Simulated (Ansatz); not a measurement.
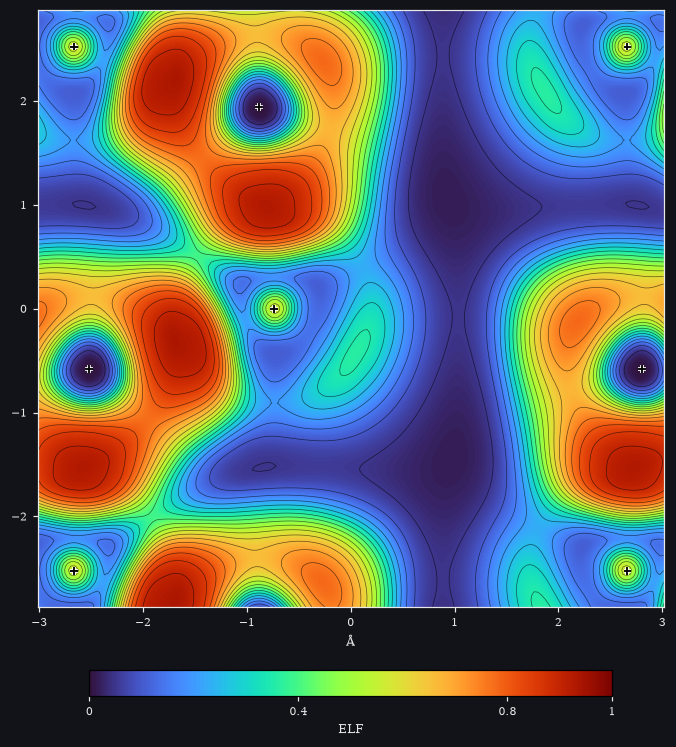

The electron localisation function on a plane through atoms (crosses mark nuclei in the plane).

Computed with DFT r2SCAN, scalar-relativistic, plane waves, PAW (Ansatz).

Candidates:
A. SiC, a = 3.08 Å, b = 5.33 Å, c = 5.05 Å, α = 90.00°, β = 90.00°, γ = 90.00°. Space group Cmc2₁; not relaxed (largest force 1.0 eV/Å).
B. SiO₂, a = 4.75 Å, b = 4.75 Å, c = 7.49 Å, α = 90.00°, β = 90.00°, γ = 90.00°. Space group I-42d.

> Which candidate gave the map?

Candidate A: SiC on the (100) plane of the conventional cell, which holds Si and C. Si–C (1.88 Å): the ELF peaks at about 0.95 between the atoms; a shared electron pair. Si–C (1.95 Å): the ELF peaks at about 0.95 between the atoms: localised, covalent bonding.
